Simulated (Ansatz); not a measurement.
# Run report: HfSi2, geometry relaxation (part 1 of 2)

The run: geometry relaxation of HfSi2 (6 atoms in the cell). Method and program: DFT PBEsol, scalar-relativistic, plane waves, PAW, no spin polarisation (Ansatz 0.2.0).

The structure was built on a prototype by a generator; it need not be a known phase. Figures and captions count atoms from 1; the log counts them from 0 in places.

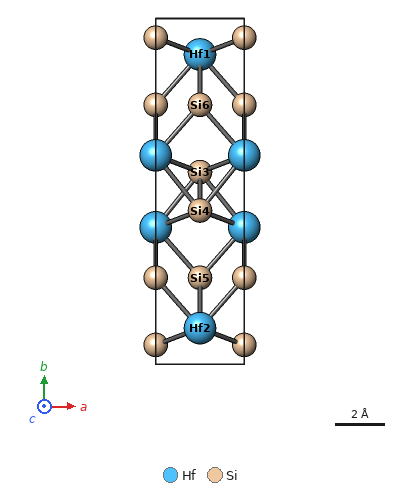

Figure 1. The input geometry (ball-and-stick view of the cell 2 times as large as that of the calculation, set on its symmetry axes, along the c axis; atoms are numbered from 1 in the order of the input).

## Summary

- outcome: converged
- space group (tolerance 0.01 Å): Cmcm (63)
- electrons treated: 68
- free energy: −33686.0074 eV
- Fermi energy: 15.939 eV
- gap on the k-point mesh: none (metallic)
- pressure: 0.02 GPa
- final volume: 95.18 Å³
- largest force (length of the vector) at the end: 0.002 eV/Å
- final cell: a = 7.400 Å, b = 7.400 Å, c = 3.636 Å, α = 90.00°, β = 90.00°, γ = 151.44°
- hardware: 4 threads of Intel Xeon @ 2.80GHz (Skylake/Cascade Lake), 24 GiB of memory available, shared host
- wall time: 47 s (CPU time 3 min)
- peak memory: 0.89 GiB

## Remarks

Spin–orbit coupling is left out, which matters for Hf.

## Input
```yaml
crystal:
  lattice:
    - [1.8331229233, -7.153466508, 0.0]
    - [1.8331229233, 7.153466508, 0.0]
    - [0.0, 0.0, 3.6305107147]
  atoms:
    - { symbol: Hf, position: [0.6041706753, 0.3958293247, 0.25] }
    - { symbol: Hf, position: [0.3958293247, 0.6041706753, 0.75] }
    - { symbol: Si, position: [0.9444114653, 0.0555885347, 0.25] }
    - { symbol: Si, position: [0.0555885347, 0.9444114653, 0.75] }
    - { symbol: Si, position: [0.2500515694, 0.7499484306, 0.25] }
    - { symbol: Si, position: [0.7499484306, 0.2500515694, 0.75] }
basis:
  ecutwfc: 420
kpoints:
  mp_grid: { grid: [10, 10, 10] }
hamiltonian:
  xc: pbesol
scf:
  occupations: { method: gaussian, width: 0.1 }
output:
  forces: true
  stress: true
  eigenvalues: true
  write_density: true
  write_potential: true
  elf: true
  volumetric_format: npy
relax:
  adjacent_minimum: "off"
  f_tol: 0.005
  max_steps: 80
  cell: { stress_tol: 0.05 }
```

Run as:
```bash
ansatz run input.yaml --threads 4 --pin off --max-ram 10240MiB --backend cpu --events-out ev --progress --plain --runs-dir out
```

## Log
```
basis.fft_grid_basis auto: the FFT boxes are laid along the combinations [[1, 1, 0], [0, 1, 0], [0, 0, 1]] of the cell's own vectors, 3.666, 7.385 and 3.631 Å long. The dense box has 25×50×25 points. Along the cell's own vectors, as sized, it would have 50×50×25, 2.00 times as many. Of the 8 symmetry operations that the crystal satisfies within crystal.symmetry.tolerance (time reversal apart; of a slab, those that keep its plane) the dense box along the cell's own vectors carries 8, and the one as laid loses 4 of those. basis.fft_grid_basis: typed keeps the cell's own vectors: state it where this run's energies or levels are differenced outside the engine with another run's, or held beside a run that keeps those vectors. Those combinations have planes normal to reciprocal vector 3, as the cell's own vectors have. Each planar average written beside output.write_density, output.write_potential has a row for each plane of the box: 25. The volumetric files lie along those combinations, not along the cell's own vectors: a cube or XSF file states them, and fields.json those of NumPy files.
Engine: ansatz 0.2.0, x86_64-unknown-linux-gnu
Pseudopotentials: kind: paw
Pseudopotential: Hf, paw, valence charge 26, recommended cutoff 420 eV (normal), Hf.paw.azcp
Pseudopotential: Si, paw, valence charge 4, recommended cutoff 420 eV (normal), Si.paw.azcp
Functional definition: PBEsol
  exchange = pbesol_x
  correlation = pbesol_c
Crystal: 6 atoms, lattice volume = 95.215 Å³
Basis set: ecut = 420 eV, 1865 PW (Γ), FFT grids on a1+a2, a2, a3, exchange–correlation on 50×100×50 points (8 copies of the dense FFT grid, shifted against one another)
Bands: 41, of which v1, the nominal top of the filled ones, is band 34 counted from 1 (33 counted from 0)
Symmetry: 8 space group operations
Space group: Cmcm (ITA 63), of the structure as read, at distance tolerance 4.6e-5 Å
k-points: 186 of 1000
Non-local potential: Hf, projectors of the file, l = 0: 3, l = 1: 2, l = 2: 2, l = 3: 3
Non-local potential: Si, projectors of the file, l = 0: 2, l = 1: 2, l = 2: 2
PAW form: soft (Blöchl's): semilocal exchange-correlation on the pseudo side does not see the compensation charge
PAW frozen core: Hf, regenerated for the run's functional, and the local potential with it (the file was generated under x = pbe(κ = 0.804, μ = 0.2195149727645171), c = pbe(β = 0.06672455060314922))
PAW frozen core: Si, regenerated for the run's functional, and the local potential with it (the file was generated under x = pbe(κ = 0.804, μ = 0.2195149727645171), c = pbe(β = 0.06672455060314922))
PAW one-centre angular grid: Hf, 590 points (default); XC on 64 Gauss nodes
PAW one-centre angular grid: Si, 110 points (default); XC on 64 Gauss nodes
Initial density: superposition of atomic densities (neutral atoms: chi_scale 0, normalization atom), corrected by the library's trained network
Initial wavefunctions: pseudopotential atomic-orbital guess
Functional: x = pbesol(κ = 0.804, μ = 0.12345679012345678), c = pbesol(β = 0.046)
SCF iter   1: F=—  HF=-33686.017373 eV  |F-HF|=—  |Δ(HF+E_count)|=         —  Δρ=4.75e-3  dr2=7.41e-2  ethr=1.77e-3  ⟨swp⟩=6.4  Hψ=29878  notcnv=0
preconditioner: auto → Kerker (q_TF=auto, 2.579 Å⁻¹)  [metal: Δε(μ)=0.014 eV  Ē_g=10.990 eV  σ=0.100 eV  W_gap=0.08  n_scr=30 (ndim 8)  ℏωp=27.4 eV  f_vac=0.000  D(μ)=1.33/eV (n_scr^D=2)]
SCF iter   2: F=—  HF=-33686.009489 eV  |F-HF|=—  |Δ(HF+E_count)|=   7.88e-3  Δρ=2.75e-3  dr2=2.76e-2  ethr=1.09e-4  ⟨swp⟩=1.0  Hψ=9116  notcnv=0
SCF iter   3: F=—  HF=-33686.005414 eV  |F-HF|=—  |Δ(HF+E_count)|=   4.08e-3  Δρ=3.82e-4  dr2=5.69e-4  ethr=4.06e-5  ⟨swp⟩=2.0  Hψ=9020  notcnv=0
SCF iter   4: F=—  HF=-33686.005533 eV  |F-HF|=—  |Δ(HF+E_count)|=   1.18e-4  Δρ=4.50e-4  dr2=2.16e-4  ethr=8.37e-7  ⟨swp⟩=2.0  Hψ=13648  notcnv=0
SCF iter   5: F=—  HF=-33686.005250 eV  |F-HF|=—  |Δ(HF+E_count)|=   2.82e-4  Δρ=7.76e-5  dr2=2.35e-5  ethr=3.17e-7  ⟨swp⟩=2.0  Hψ=13634  notcnv=0
SCF iter   6: F=—  HF=-33686.005248 eV  |F-HF|=—  |Δ(HF+E_count)|=   2.40e-6  Δρ=2.79e-5  dr2=1.42e-6  ethr=3.45e-8  ⟨swp⟩=2.0  Hψ=12157  notcnv=0  defer=1
SCF iter   7: F=-33686.005247 eV  HF=-33686.005247 eV  |F-HF|=5.09e-8  |Δ(HF+E_count)|=   5.95e-7  Δρ=6.75e-6  dr2=9.78e-8  ethr=1.47e-10  ⟨swp⟩=11.1  Hψ=58665  notcnv=0
SCF 1 converged in 7 iterations: F = -33686.005247 eV  dr2 = 9.78e-8
  greatest PAW one-centre occupation: 0.998 electrons in one spin orbital (limit 2), on the Hf atom at site 1 (counted from 0), in its partial waves of l = 3
relax step   1: F+E_penalty+E_count = -33686.00524717 eV  Δ(F+E_penalty+E_count) = +0.000e0 eV  max|allowed force component| = 8.620e-2 eV/Å  Δτ_max = 0.0000 Å  P = -0.156 GPa  Ω = 95.215 Å³  (7 SCF iters, dr2 threshold 1.00e-7 eV, accepted)
Crystal: 6 atoms, lattice volume = 95.243 Å³
Basis set: ecut = 420 eV, 1867 PW (Γ), FFT grids on a1+a2, a2, a3, exchange–correlation on 50×100×50 points (8 copies of the dense FFT grid, shifted against one another)
Initial density: handed on by an earlier stage of this run
Initial wavefunctions: those handed on with the density
iter 1 solved again at ethr=2.97e-5 eV; its pass at ethr=3.10e-3 eV (dr2=2.02e-2 eV) is discarded
SCF iter   1: F=—  HF=-33686.008233 eV  |F-HF|=—  |Δ(HF+E_count)|=         —  Δρ=2.30e-3  dr2=2.05e-2  ethr=2.97e-5  ⟨swp⟩=1.9  Hψ=29701  notcnv=0
preconditioner: auto → Kerker (q_TF=auto, 2.579 Å⁻¹)  [metal: Δε(μ)=0.009 eV  Ē_g=10.971 eV  σ=0.100 eV  W_gap=0.05  n_scr=30 (ndim 8)  ℏωp=27.4 eV  f_vac=0.000  D(μ)=1.29/eV (n_scr^D=2)]
SCF iter   2: F=—  HF=-33686.006183 eV  |F-HF|=—  |Δ(HF+E_count)|=   2.05e-3  Δρ=1.37e-3  dr2=9.33e-3  ethr=2.97e-5  ⟨swp⟩=1.0  Hψ=7632  notcnv=0
SCF iter   3: F=—  HF=-33686.004510 eV  |F-HF|=—  |Δ(HF+E_count)|=   1.67e-3  Δρ=2.61e-4  dr2=8.25e-5  ethr=1.37e-5  ⟨swp⟩=2.0  Hψ=9046  notcnv=0
SCF iter   4: F=—  HF=-33686.004521 eV  |F-HF|=—  |Δ(HF+E_count)|=   1.09e-5  Δρ=1.60e-4  dr2=2.71e-5  ethr=1.21e-7  ⟨swp⟩=2.0  Hψ=13982  notcnv=0
SCF iter   5: F=—  HF=-33686.004488 eV  |F-HF|=—  |Δ(HF+E_count)|=   3.30e-5  Δρ=6.43e-5  dr2=5.11e-6  ethr=3.98e-8  ⟨swp⟩=2.0  Hψ=13955  notcnv=0
SCF iter   6: F=-33686.004487 eV  HF=-33686.004487 eV  |F-HF|=1.05e-7  |Δ(HF+E_count)|=   1.06e-6  Δρ=1.42e-5  dr2=2.33e-7  ethr=8.82e-10  ⟨swp⟩=9.2  Hψ=60501  notcnv=0
SCF 2 converged in 6 iterations: F = -33686.004487 eV  dr2 = 2.33e-7
relax step   2: F+E_penalty+E_count = -33686.00448687 eV  Δ(F+E_penalty+E_count) = +7.603e-4 eV  max|allowed force component| = 1.620e-1 eV/Å  Δτ_max = 0.0186 Å  P = +0.019 GPa  Ω = 95.243 Å³  energy of the carried Pulay correction = -6.666e-6 eV  (6 SCF iters, dr2 threshold 6.00e-7 eV, rejected (line search))
Crystal: 6 atoms, lattice volume = 95.212 Å³
Basis set: ecut = 420 eV, 1861 PW (Γ), FFT grids on a1+a2, a2, a3, exchange–correlation on 50×100×50 points (8 copies of the dense FFT grid, shifted against one another)
iter 1 solved again at ethr=1.17e-5 eV; its pass at ethr=3.10e-3 eV (dr2=7.97e-3 eV) is discarded
SCF iter   1: F=—  HF=-33686.008784 eV  |F-HF|=—  |Δ(HF+E_count)|=         —  Δρ=1.39e-3  dr2=8.07e-3  ethr=1.17e-5  ⟨swp⟩=2.0  Hψ=28698  notcnv=0
preconditioner: auto → Kerker (q_TF=auto, 2.579 Å⁻¹)  [metal: Δε(μ)=0.016 eV  Ē_g=10.971 eV  σ=0.100 eV  W_gap=0.09  n_scr=30 (ndim 8)  ℏωp=27.4 eV  f_vac=0.000  D(μ)=1.31/eV (n_scr^D=2)]
SCF iter   2: F=—  HF=-33686.008004 eV  |F-HF|=—  |Δ(HF+E_count)|=   7.80e-4  Δρ=8.24e-4  dr2=3.67e-3  ethr=1.17e-5  ⟨swp⟩=1.0  Hψ=7630  notcnv=0
SCF iter   3: F=—  HF=-33686.007365 eV  |F-HF|=—  |Δ(HF+E_count)|=   6.39e-4  Δρ=1.55e-4  dr2=2.75e-5  ethr=5.40e-6  ⟨swp⟩=2.0  Hψ=9032  notcnv=0
SCF iter   4: F=—  HF=-33686.007368 eV  |F-HF|=—  |Δ(HF+E_count)|=   2.72e-6  Δρ=7.59e-5  dr2=6.25e-6  ethr=4.05e-8  ⟨swp⟩=2.0  Hψ=13983  notcnv=0
SCF iter   5: F=—  HF=-33686.007360 eV  |F-HF|=—  |Δ(HF+E_count)|=   7.43e-6  Δρ=3.56e-5  dr2=1.70e-6  ethr=9.19e-9  ⟨swp⟩=2.0  Hψ=13959  notcnv=0
SCF iter   6: F=—  HF=-33686.007360 eV  |F-HF|=—  |Δ(HF+E_count)|=   4.61e-7  Δρ=8.41e-6  dr2=8.53e-8  ethr=2.50e-9  ⟨swp⟩=2.0  Hψ=12226  notcnv=0
SCF iter   7: F=—  HF=-33686.007360 eV  |F-HF|=—  |Δ(HF+E_count)|=   2.08e-8  Δρ=1.85e-6  dr2=4.16e-9  ethr=1.25e-10  ⟨swp⟩=2.0  Hψ=10431  notcnv=0
SCF iter   8: F=—  HF=-33686.007360 eV  |F-HF|=—  |Δ(HF+E_count)|=  4.58e-10  Δρ=4.44e-7  dr2=1.97e-10  ethr=6.11e-12  ⟨swp⟩=2.0  Hψ=10374  notcnv=0
SCF iter   9: F=-33686.007360 eV  HF=-33686.007360 eV  |F-HF|=7.28e-12  |Δ(HF+E_count)|=  6.55e-11  Δρ=9.91e-8  dr2=1.24e-11  ethr=1.00e-12  ⟨swp⟩=6.3  Hψ=38559  notcnv=0
the search or the solves at the SCF's close seem to have found levels that the self-consistency loop had missed (the run counts 2). By its estimate they hold under 1e-12 electrons; where the run keeps them, the occupations were computed again with them
SCF 3 converged in 9 iterations: F = -33686.007360 eV  dr2 = 1.24e-11
relax step   3: F+E_penalty+E_count = -33686.00735990 eV  Δ(F+E_penalty+E_count) = -2.113e-3 eV  max|allowed force component| = 1.706e-2 eV/Å  Δτ_max = 0.0072 Å  P = -0.059 GPa  Ω = 95.212 Å³  energy of the carried Pulay correction = +6.500e-7 eV  (9 SCF iters, accepted)
Crystal: 6 atoms, lattice volume = 95.177 Å³
iter 1 solved again at ethr=1.25e-8 eV; its pass at ethr=3.10e-3 eV (dr2=8.51e-6 eV) is discarded
SCF iter   1: F=—  HF=-33686.007411 eV  |F-HF|=—  |Δ(HF+E_count)|=         —  Δρ=8.86e-5  dr2=9.56e-6  ethr=1.25e-8  ⟨swp⟩=2.8  Hψ=35185  notcnv=0
preconditioner: auto → Kerker (q_TF=auto, 2.580 Å⁻¹)  [metal: Δε(μ)=0.002 eV  Ē_g=10.973 eV  σ=0.100 eV  W_gap=0.01  n_scr=30 (ndim 8)  ℏωp=27.4 eV  f_vac=0.000  D(μ)=1.31/eV (n_scr^D=2)]
SCF iter   2: F=—  HF=-33686.007417 eV  |F-HF|=—  |Δ(HF+E_count)|=   5.49e-6  Δρ=5.09e-5  dr2=2.93e-6  ethr=1.25e-8  ⟨swp⟩=2.0  Hψ=8934  notcnv=0
SCF iter   3: F=—  HF=-33686.007416 eV  |F-HF|=—  |Δ(HF+E_count)|=   5.34e-7  Δρ=1.39e-5  dr2=2.00e-7  ethr=4.31e-9  ⟨swp⟩=2.0  Hψ=12413  notcnv=0
SCF iter   4: F=—  HF=-33686.007416 eV  |F-HF|=—  |Δ(HF+E_count)|=   3.28e-7  Δρ=5.83e-6  dr2=3.79e-8  ethr=2.94e-10  ⟨swp⟩=2.0  Hψ=13966  notcnv=0
SCF iter   5: F=-33686.007416 eV  HF=-33686.007416 eV  |F-HF|=3.70e-9  |Δ(HF+E_count)|=   1.24e-8  Δρ=1.31e-6  dr2=1.76e-9  ethr=2.68e-11  ⟨swp⟩=7.4  Hψ=45102  notcnv=0
SCF 4 converged in 5 iterations: F = -33686.007416 eV  dr2 = 1.76e-9
relax step   4: F+E_penalty+E_count = -33686.00741576 eV  Δ(F+E_penalty+E_count) = -5.586e-5 eV  max|allowed force component| = 1.814e-3 eV/Å  Δτ_max = 0.0019 Å  P = +0.021 GPa  Ω = 95.177 Å³  energy of the carried Pulay correction = +9.145e-6 eV  (5 SCF iters, dr2 threshold 1.82e-8 eV, accepted)
Initial wavefunctions: pseudopotential atomic-orbital guess (no wavefunctions were taken with the density)
iter 1 solved again at ethr=1.37e-7 eV; its pass at ethr=3.10e-3 eV (dr2=9.30e-5 eV) is discarded
SCF iter   1: F=—  HF=-33686.007396 eV  |F-HF|=—  |Δ(HF+E_count)|=         —  Δρ=4.94e-6  dr2=3.74e-9  ethr=1.37e-7  ⟨swp⟩=3.0  Hψ=48108  notcnv=0
eigensolver tolerance schedule: the retry pair's looser diagonalisation over-reported the residual by 24838.59 of it (diagonalisation noise at an unbounded share of the residual, at the tolerance the schedule requests for it); recorded, not acted on — ethr = c·dr2/N_el stays at c = 1.0e-1
preconditioner: auto → Kerker (q_TF=auto, 2.580 Å⁻¹)  [metal: Δε(μ)=0.003 eV  Ē_g=10.974 eV  σ=0.100 eV  W_gap=0.02  n_scr=30 (ndim 8)  ℏωp=27.4 eV  f_vac=0.000  D(μ)=1.31/eV (n_scr^D=2)]
SCF iter   2: F=—  HF=-33686.007405 eV  |F-HF|=—  |Δ(HF+E_count)|=   9.29e-6  Δρ=2.64e-6  dr2=1.36e-9  ethr=5.51e-12  ⟨swp⟩=3.1  Hψ=20121  notcnv=0
SCF iter   3: F=—  HF=-33686.007405 eV  |F-HF|=—  |Δ(HF+E_count)|=  3.86e-10  Δρ=1.66e-6  dr2=4.94e-10  ethr=1.99e-12  ⟨swp⟩=2.3  Hψ=13538  notcnv=0
SCF iter   4: F=-33686.007405 eV  HF=-33686.007405 eV  |F-HF|=0.00e0  |Δ(HF+E_count)|=  7.79e-10  Δρ=2.71e-7  dr2=3.43e-11  ethr=1.00e-12  ⟨swp⟩=5.4  Hψ=43152  notcnv=0
SCF 5 converged in 4 iterations: F = -33686.007405 eV  dr2 = 3.43e-11
relax step   5: F+E_penalty+E_count = -33686.00740514 eV  Δ(F+E_penalty+E_count) = +1.062e-5 eV  max|allowed force component| = 1.787e-3 eV/Å  Δτ_max = 0.0000 Å  P = +0.021 GPa  Ω = 95.177 Å³  stress off target by 3.93e-2 GPa  SCF on the basis re-selected at this cell (its energy is not comparable with the rows above)  (4 SCF iters)
```

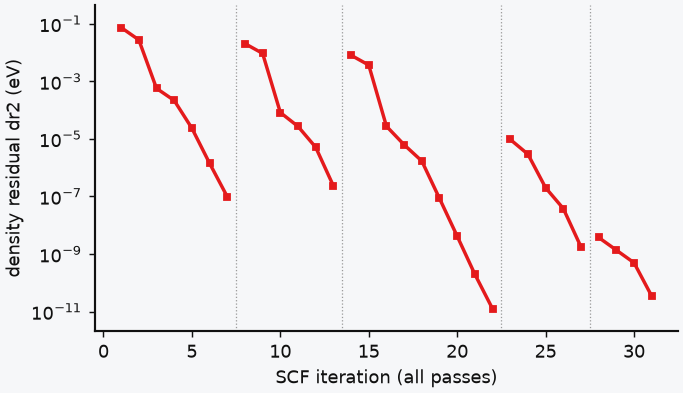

Figure 2. Convergence of the self-consistent field: density residual dr2 against the SCF iteration. The dotted lines part the SCF passes of the relaxation: geometry steps, rejected trials and re-solves on a re-selected basis. The 5 passes take 4 to 9 iterations each, 31 in all.
